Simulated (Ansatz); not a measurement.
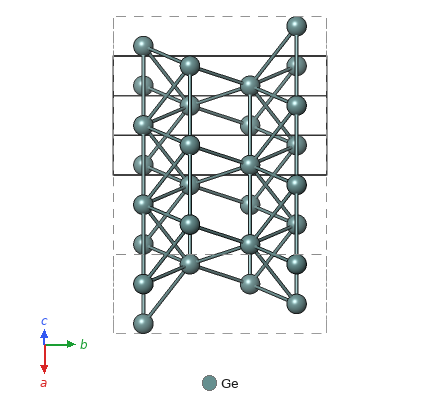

The structure, seen along [102]; the drawing may span several cells.

Given this structure, coordinates from a relaxation with DFT PBE, scalar-relativistic, plane waves, PAW (Ansatz); the starting structure was generated, so it need not be a known form of this composition, written in its standard cell:

```cif
data_structure
_symmetry_space_group_name_H-M 'Cmcm'
_symmetry_Int_Tables_number 63
_cell_length_a 2.9275
_cell_length_b 7.3232
_cell_length_c 3.7094
_cell_angle_alpha 90.000
_cell_angle_beta 90.000
_cell_angle_gamma 90.000
_cell_volume 79.53
loop_
_atom_site_label
_atom_site_type_symbol
_atom_site_symmetry_multiplicity
_atom_site_Wyckoff_symbol
_atom_site_fract_x
_atom_site_fract_y
_atom_site_fract_z
_atom_site_occupancy
Ge1 Ge 4 c 0.50000 0.64086 0.25000 1
```

### What does the kinematic electron diffraction pattern along [102] look like at 80 kV (B = 0.3 Å²)?

The spots form a rectangular net whose two shortest vectors correspond to d = 3.66 Å and 1.36 Å, 90.0° apart. They are 0 2 0 and 2 0 -1 (itself extinct). The pattern has symmetry 2mm. The lattice centring (C) removes all reflections that break h + k = 2n; a glide plane extinguishes reflections such as 2 0 -1.

Strongest reflections with d > 0.80 Å, one of each family (|F|² from tabulated Gaussian fits of the electron scattering factors, times a small damping for the curvature of the Ewald sphere):

```
   hkl  d (Å)  I (strongest = 100)
 0 4 0  1.831                  100
2 2 -1  1.276                   51
 0 6 0  1.221                   15
 0 2 0  3.662                   15
2 6 -1  0.909                   15
 0 8 0  0.915                   11
```

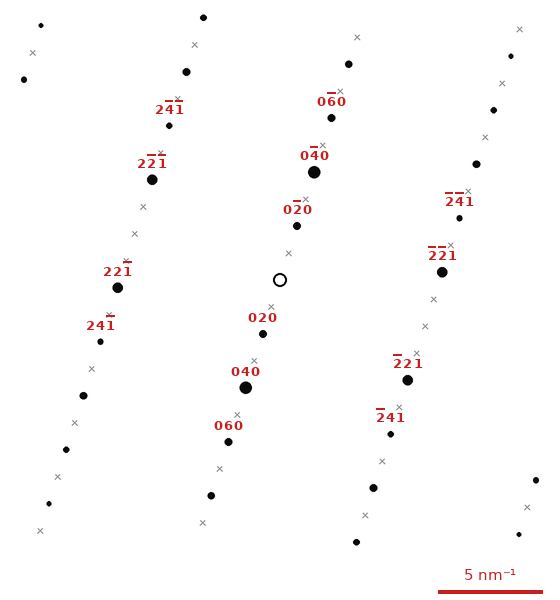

Calculated pattern, seen from the source side with [102] pointing towards the source; crosses mark the places of extinct reflections.
